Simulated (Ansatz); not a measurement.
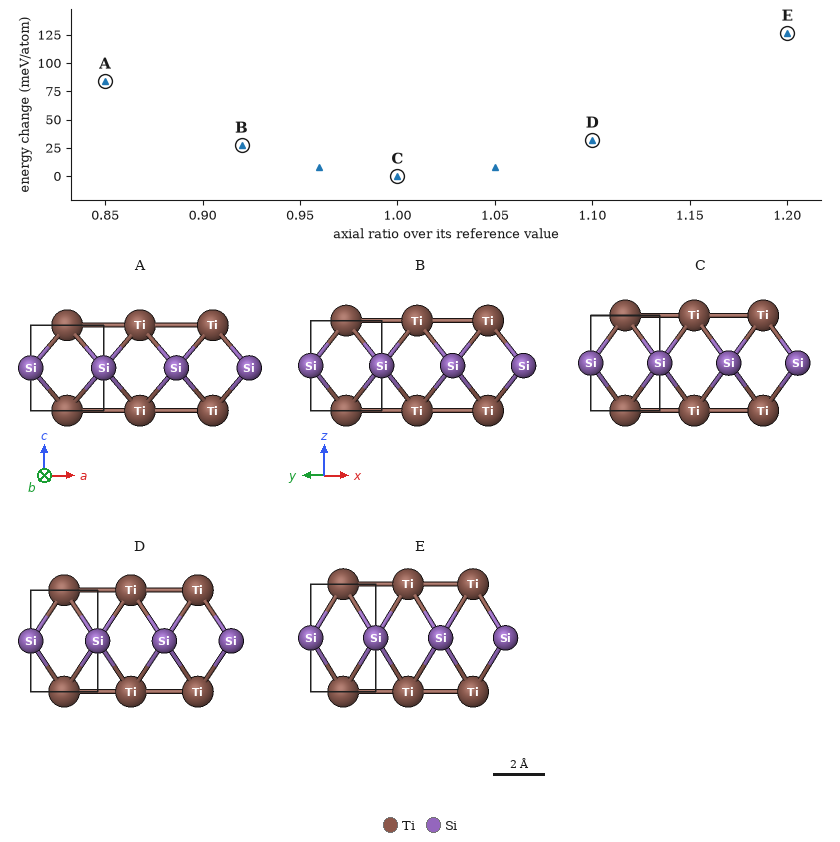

A scan of solid TiSi (Cmmm): the ratio of the cell's length along z to its lengths across, counted as 1 for the reference, is changed at fixed volume (a c/a path), with the atoms kept at their fractional coordinates. x, y and z are the Cartesian axes of the input. The lettered frames are marked on the plot. Style: ball-and-stick. Shown: the cell of the calculation, repeated 3 × 3 × 1 with one cell outlined, along the b axis.

All numbers below come from DFT r2SCAN, scalar-relativistic, plane waves, PAW (Ansatz). Settings: plane-wave cutoff 500 eV; k-point mesh 20 × 20 × 14; occupations gaussian; smearing width 0.15 eV; no spin polarisation. Energies (free energies at the smearing named) are counted from the cell as listed in its source, which wasn't relaxed.

Read off the main features of the energy profile.

Answer. The lowest computed point lies at the relative ratio 1.00 (0.0 meV/atom). The unrelaxed reference is under a pressure of −1.8 GPa. The distortion keeps the space group Cmmm. At the relative ratio 1.20 the cell of the drawing goes a 2.790 → 2.625 Å, b 2.790 → 2.625 Å, c 3.804 → 4.296 Å.
